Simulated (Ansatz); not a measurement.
System: Zr3S2.

The calculation's input:

```
crystal:
  lattice:
    - [3.5761061664, 0.0, 0.0]
    - [-1.7880530832, 3.0969987867, 0.0]
    - [0.0, 0.0, 8.7588455028]
  atoms:
    - { symbol: Zr, position: [0.0, 0.0, 0.0] }
    - { symbol: Zr, position: [0.6666666667, 0.3333333333, 0.3523486218] }
    - { symbol: Zr, position: [0.3333333333, 0.6666666667, 0.6476513782] }
    - { symbol: S, position: [0.6666666667, 0.3333333333, 0.8212434089] }
    - { symbol: S, position: [0.3333333333, 0.6666666667, 0.1787565911] }
basis:
  ecutwfc: 420
kpoints:
  mp_grid: { grid: [12, 12, 4] }
hamiltonian:
  xc: pbe
scf:
  occupations: { method: gaussian, width: 0.1 }
output:
  forces: true
  stress: true
  eigenvalues: true
  write_density: true
  write_potential: true
  elf: true
  volumetric_format: npy
relax:
  adjacent_minimum: "off"
  f_tol: 0.01
  max_steps: 80
  cell: { stress_tol: 0.05 }
```

Launched as:

```sh
ansatz run input.yaml --threads 1 --pin off --max-ram 2560MiB --backend cpu --events-out ev --progress --plain --runs-dir out
```

Below, planes, directions and counts refer to the conventional cell (a = 3.59 Å, b = 3.59 Å, c = 8.70 Å, α = 90.00°, β = 90.00°, γ = 120.00°).

The fields are those of the relaxed geometry.

Space group P-3m1; a generated structure, not necessarily the stable one.

Method: DFT PBE, scalar-relativistic, plane waves, PAW (Ansatz 0.2.0).

Predict the valence pseudo-density and electron localisation function between the atoms.

Answer. Zr–S (2.60 Å): ρ at the midpoint is about 0.36 e/Å³; the ELF peaks at about 0.80 in the valence shell of S, 0.8 Å from its nucleus, and is about 0.25 at the midpoint; no localised pair shows between them.

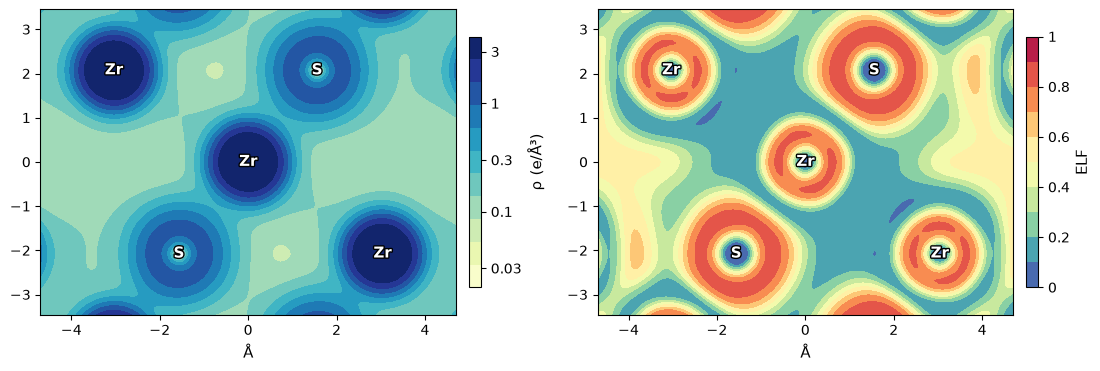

Computed valence pseudo-density and electron localisation function on the (110) plane of the conventional cell, in this order. 

In a PAW calculation such maps are meaningful between the atoms, not at the nuclei.
